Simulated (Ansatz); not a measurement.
TiO$_{2}$: band-structure calculation (part 2 of 2)

TiO$_{2}$ (I4₁/amd, 6 atoms in the cell); DFT, HSE06, plane waves, PAW, no spin polarisation (Ansatz 0.2.0); cutoff 420 eV, 6×6×6 k-mesh, fixed occupations. The structure derives from a Materials Project entry. The geometry comes from this level: r2SCAN.

Geometry of the input (Å; fractional positions):
```
-1.8889  1.8889  4.7917
1.8889  -1.8889  4.7917
1.8889  1.8889  -4.7917
Ti 0.0000  0.0000  0.0000
Ti 0.7500  0.2500  0.5000
O  0.9573  0.4573  0.5000
O  0.2073  0.2073  -0.0000
O  0.5427  0.0427  0.5000
O  0.7927  0.7927  -0.0000
```

```
hybrid outer 2: dexx = +8.630e-6 eV, tail = 6.89e-8 eV, Δε = 5.22e-3 eV (about 1.15e-4 eV left of the loop's levels), ΔF = 7.11e-3 eV/Å (tail 8.77e-4)
the search or the solves at the SCF's close seem to have found levels that the self-consistency loop had missed (the run counts 1). By its estimate they hold under 1e-12 electrons; where the run keeps them, the occupations were computed again with them
NSCF: frozen V_eff on 11 k-points
hybrid SCF converged: 2 outer / 15 inner (+4 warm-up), last move |dexx| = 8.63e-6 eV, tail = 6.89e-8 eV
Stability not checked: this state was not tested for a lower state beside it, because the functional holds exact exchange (a hybrid, or Hartree-Fock), whose exchange loop this test does not read (fock_operator; see scf.lower_state_search)
Free energy (F): -7276.006853 eV
Frozen-core exchange: fock
Harris-Foulkes:  -7276.006853 eV  (|F-HF|=2.11e-10)
Internal energy: -7276.006853 eV  (E = F + TS)
E sigma→0 (E₀):  -7276.006853 eV
Fermi energy:    6.227240 eV
--- Per-component energies (eV) ---
  E_band       = -572.659184
  E_kinetic    = 1250.433656
  E_local      = -3555.694894  (includes V_loc(G=0)·N_el)
  E_nonlocal   = 185.451263
  E_hartree    = 1373.483412
  E_xc         = -396.648415
  E_vxc        = -497.927191  (∫ρ·V_xc dr)
  E_exx        = -157.089599  (= α·E_x^exact, valence–valence)
  E_paw        = -2658.518701  (= ΣΔE_a)
  E_vpaw       = -387.719390  (= ΣTr[D̂ρ^β])
  E_aug_tail   = 0.009982  (compensation charges beyond the density's cutoff)
  E_ewald      = -3316.983040
  E_core_change = -0.450516  (= ΣΔE_core)
  E_smearing   = -0.000000  (= −TS)
  E_closure    = -0.000000  (closes the sum)
  Σ components = -7276.006853   (vs F -7276.006853, Δ=0.00e0)
--- Forces (eV/Å), atoms counted from 1 ---
  atom   1  Ti     0.00000000    -0.00000000     0.00000000
  atom   2  Ti    -0.00000000     0.00000000    -0.00000000
  atom   3  O     -0.00000000     0.00000000    -0.16113849
  atom   4  O      0.00000000    -0.00000000    -0.16113849
  atom   5  O     -0.00000000    -0.00000000     0.16113849
  atom   6  O      0.00000000     0.00000000     0.16113849
  max |Σ_I F_I| component: 8.24e-18 eV/Å
--- Stress (GPa, compression-positive) ---
       -2.392150      -0.000000       0.000000
       -0.000000      -2.392150      -0.000000
        0.000000       0.000000      -3.006187
  P = ⅓ Tr σ = -2.5968 GPa (-25.968 kbar)
--- Band table (eV; the first three rows and the last of 30) ---
  k-point 0: bands = ["-54.3364", "-54.2748", "-29.1754", "-28.9272", "-28.9272", "-28.8546", "-28.8546", "-28.7458", "-13.0896", "-11.9857", "-11.8549", "-11.4753", "1.9253", "2.1192", "2.1192", "2.4849", "4.0195", "4.0287", "4.0287", "5.4265", "5.4611", "5.4611", "5.7990", "5.7990", "9.9228", "10.7595", "12.0276", "12.0276", "12.0692"]
  k-point 1: bands = ["-54.3313", "-54.2779", "-29.1718", "-28.9757", "-28.9439", "-28.8823", "-28.8533", "-28.7405", "-12.8114", "-11.8207", "-11.7350", "-11.3955", "1.5839", "1.7969", "1.8802", "2.5651", "3.5322", "4.0806", "4.2301", "4.7019", "4.8100", "5.0186", "5.5545", "6.0228", "10.8689", "10.9188", "11.1475", "11.6758", "11.6934"]
  k-point 2: bands = ["-54.3179", "-54.2871", "-29.1624", "-29.0655", "-28.9739", "-28.9396", "-28.8351", "-28.7539", "-12.1621", "-11.5425", "-11.4627", "-11.2525", "1.0968", "1.4045", "1.7265", "2.7472", "2.8901", "3.0012", "3.0949", "3.3906", "4.0402", "5.2857", "5.6284", "6.1748", "10.9555", "11.1949", "11.4574", "11.7836", "12.3551"]
  k-point 29: bands = ["-54.3057", "-54.3057", "-28.9645", "-28.9645", "-28.9550", "-28.9550", "-28.8265", "-28.8265", "-12.4696", "-12.4696", "-11.7586", "-11.7586", "2.1946", "2.1946", "2.2168", "2.2168", "4.0878", "4.0878", "4.7849", "4.7849", "4.8895", "4.8895", "6.1711", "6.1711", "10.3262", "10.3262", "11.8340", "11.8340", "12.2858"]
```

## File rho_z.tsv
```
# z_ang	rho[e/angstrom^3]
# format = ansatz-planar-average/11
# lattice	-1.888895758	1.888895758	4.791738508
# lattice	1.888895758	-1.888895758	4.791738508
# lattice	1.888895758	1.888895758	-4.791738508
# sites	6
# site	22	0.000000000	0.000000000	0.000000000
# site	22	0.000000000	1.888895758	2.395869254
# site	8	0.000000000	1.888895758	4.382385844
# site	8	0.000000000	0.000000000	1.986516590
# site	8	-0.000000000	1.888895758	0.409352664
# site	8	0.000000000	0.000000000	7.596960426
0.000000	9.823566e-1
0.137151	9.696462e-1
0.274302	9.322737e-1
0.411453	8.726773e-1
0.548604	7.953536e-1
0.685755	7.071204e-1
0.822906	6.168100e-1
0.960057	5.341606e-1
1.097208	4.682056e-1
1.234359	4.258706e-1
1.371509	4.113075e-1
1.508660	4.258706e-1
1.645811	4.682056e-1
1.782962	5.341606e-1
1.920113	6.168100e-1
2.057264	7.071204e-1
2.194415	7.953536e-1
2.331566	8.726773e-1
2.468717	9.322737e-1
2.605868	9.696462e-1
2.743019	9.823566e-1
2.880170	9.696462e-1
3.017321	9.322737e-1
3.154472	8.726773e-1
3.291623	7.953536e-1
3.428774	7.071204e-1
3.565925	6.168100e-1
3.703076	5.341606e-1
3.840227	4.682056e-1
3.977378	4.258706e-1
4.114528	4.113075e-1
4.251679	4.258706e-1
4.388830	4.682056e-1
4.525981	5.341606e-1
4.663132	6.168100e-1
4.800283	7.071204e-1
4.937434	7.953536e-1
5.074585	8.726773e-1
5.211736	9.322737e-1
5.348887	9.696462e-1
```

## File v_z.tsv
```
# z_ang	v_es[eV]	v_tot[eV]
# format = ansatz-planar-average/11
# xc	hse06
# density_cutoff_ev	1680
# datasets	Ti=:simpson_from_first_knot:soft:fock:shift=0	O=:simpson_from_first_knot:soft:fock:shift=0
# lattice	-1.888895758	1.888895758	4.791738508
# lattice	1.888895758	-1.888895758	4.791738508
# lattice	1.888895758	1.888895758	-4.791738508
# sites	6
# site	22	0.000000000	0.000000000	0.000000000
# site	22	0.000000000	1.888895758	2.395869254
# site	8	0.000000000	1.888895758	4.382385844
# site	8	0.000000000	0.000000000	1.986516590
# site	8	-0.000000000	1.888895758	0.409352664
# site	8	0.000000000	0.000000000	7.596960426
0.000000	2.781649e0	-6.052635e0
0.137151	2.858798e0	-5.967635e0
0.274302	3.085914e0	-5.715641e0
0.411453	3.447391e0	-5.310215e0
0.548604	3.914543e0	-4.780955e0
0.685755	4.445109e0	-4.175622e0
0.822906	4.997786e0	-3.544022e0
0.960057	5.554770e0	-2.912929e0
1.097208	6.109971e0	-2.296691e0
1.234359	6.563459e0	-1.802678e0
1.371509	6.742025e0	-1.609854e0
1.508660	6.563459e0	-1.802678e0
1.645811	6.109971e0	-2.296691e0
1.782962	5.554770e0	-2.912929e0
1.920113	4.997786e0	-3.544022e0
2.057264	4.445109e0	-4.175622e0
2.194415	3.914543e0	-4.780955e0
2.331566	3.447391e0	-5.310215e0
2.468717	3.085914e0	-5.715641e0
2.605868	2.858798e0	-5.967635e0
2.743019	2.781649e0	-6.052635e0
2.880170	2.858798e0	-5.967635e0
3.017321	3.085914e0	-5.715641e0
3.154472	3.447391e0	-5.310215e0
3.291623	3.914543e0	-4.780955e0
3.428774	4.445109e0	-4.175622e0
3.565925	4.997786e0	-3.544022e0
3.703076	5.554770e0	-2.912929e0
3.840227	6.109971e0	-2.296691e0
3.977378	6.563459e0	-1.802678e0
4.114528	6.742025e0	-1.609854e0
4.251679	6.563459e0	-1.802678e0
4.388830	6.109971e0	-2.296691e0
4.525981	5.554770e0	-2.912929e0
4.663132	4.997786e0	-3.544022e0
4.800283	4.445109e0	-4.175622e0
4.937434	3.914543e0	-4.780955e0
5.074585	3.447391e0	-5.310215e0
5.211736	3.085914e0	-5.715641e0
5.348887	2.858798e0	-5.967635e0
```

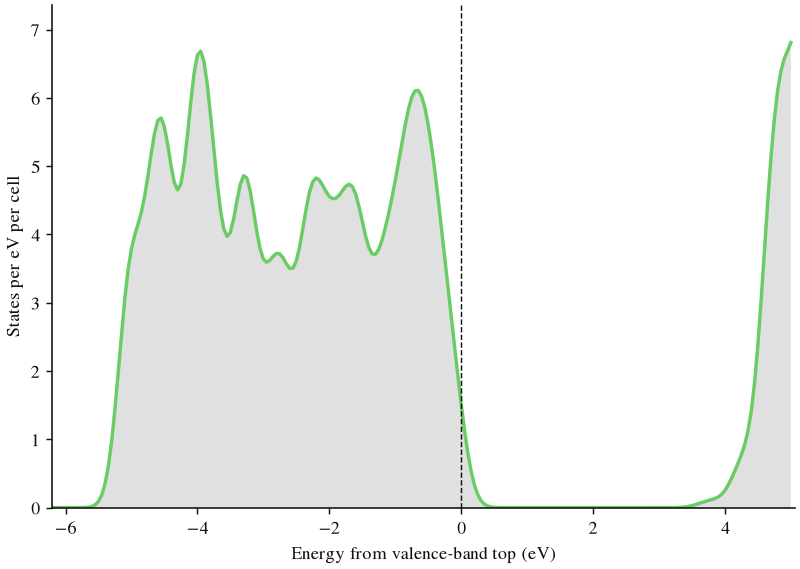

Figure 1. Density of states (the curve is built from the levels of the k mesh with Gaussians 0.4 eV wide, which also blur the band edges), with energies from the valence-band top. There is a gap of 3.70 eV on the k-point mesh. Small ripples come from the finite k-point mesh.

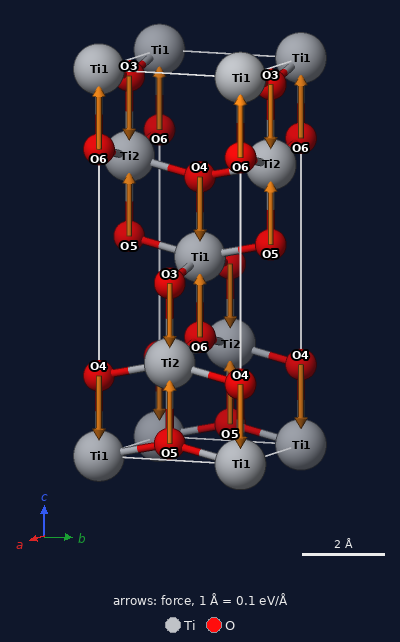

Figure 2. Forces on the atoms as orange arrows (ball-and-stick view of the cell 2 times as large as that of the calculation, set on its symmetry axes, seen slightly off an axis; atoms are numbered from 1 in the order of the input). The largest act on all 4 O atoms (0.16 eV/Å). The geometry is not a stationary point of this energy.

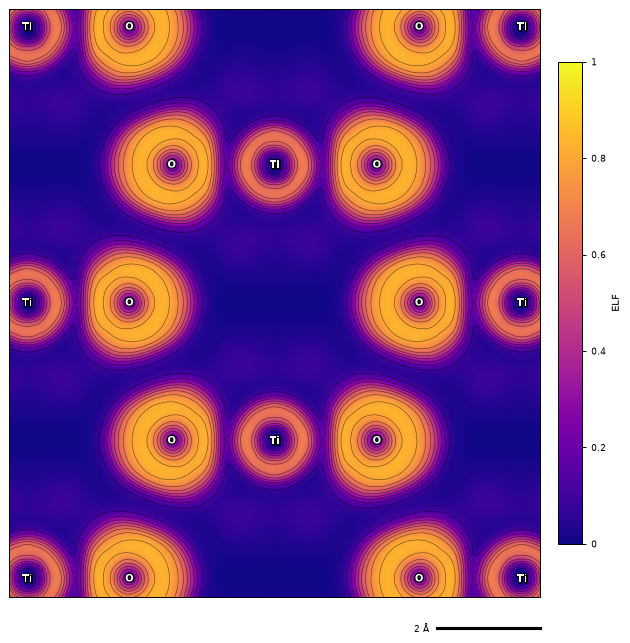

Figure 3. Electron localisation function on the (110) plane of the conventional cell. Atoms in the plane: Ti and O. Ti–O (1.99 Å): the ELF is about 0.20 at the midpoint. The strong features right at Ti lie inside the PAW spheres (semicore, d or f shells) and say nothing about bonding. Core electrons are frozen (PAW), so the fields are smoothed inside the atomic spheres.
